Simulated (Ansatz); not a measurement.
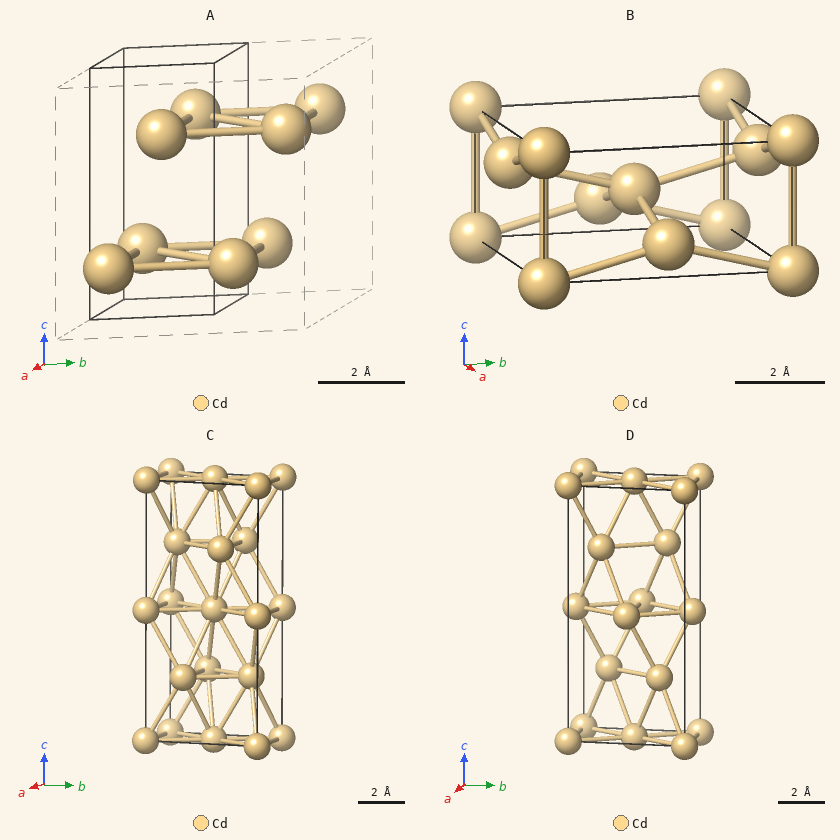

Four structures of Cd, each relaxed to rest (conventional cells in solid outline, small ones repeated, each panel with its own scale). Method: Ansatz 0.2.0, DFT PBE, scalar-relativistic, plane waves, PAW, without spin polarisation.

Question: Give the type and space group of each panel.

Answer: A: 2 atoms a cell on a primitive hexagonal lattice, P6_3/mmc; B: β-tin type, I4_1/amd; C: 8 atoms a cell on a base-centred monoclinic lattice, C2/c; D: 8 atoms a cell on a face-centred orthorhombic lattice, Fddd.

Question: Rank them by energy, lowest first.

Answer: A, then C (+8 meV/atom), D (+18 meV/atom) and B (+104 meV/atom), energies at zero smearing.

Question: Collect the results in a table.

Answer:
| panel | structure | E − E(lowest) (meV/atom) | volume (Å³/atom) | gap (eV) |
| --- | --- | --- | --- | --- |
| A | P6_3/mmc | 0 | 23.1 | metal |
| C | C2/c | 8 | 23.0 | metal |
| D | Fddd | 18 | 23.4 | metal |
| B | I4_1/amd | 104 | 25.8 | metal |

Some of these may be structure types tried for this composition rather than known phases, and the most stable form need not be among them. Gaps are taken on the k-mesh or band path of each run.
